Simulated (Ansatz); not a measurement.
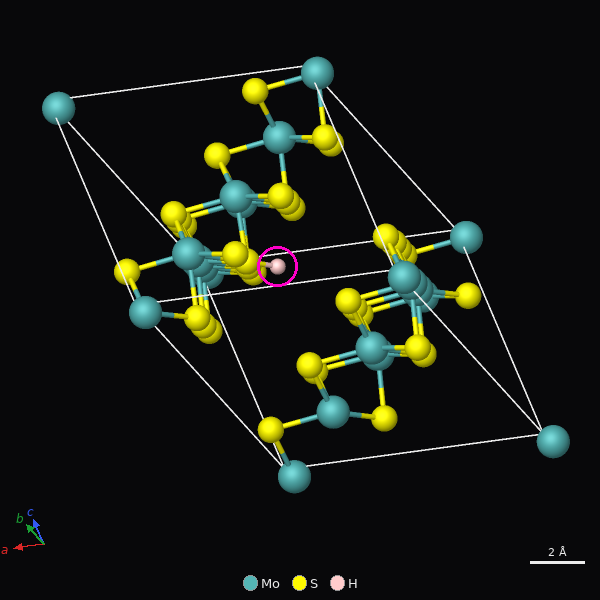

The crystal in a ball-and-stick representation, seen from a general direction. The edges of the supercell are marked. The host is MoS₂, in a cell of 39 sites, and the cell is neutral. A ring marks the defect's site.

What defect is present?

An interstitial hydrogen atom. It is bonded to one S at about 1.4 Å. Not all metal-metal contacts are counted.

All computed values are from DFT PBE, scalar-relativistic, plane waves, PAW in Ansatz 0.2.0. Settings: E_cut = 420 eV, a 2×2×2 grid in reciprocal space, Gaussian smearing of 0.01 eV, collinear spins.

Does the defect leave unpaired spin?

Yes, 1.0 μB in the cell.

The atoms were relaxed in the host's cell with DFT PBE, scalar-relativistic, plane waves, PAW in Ansatz.
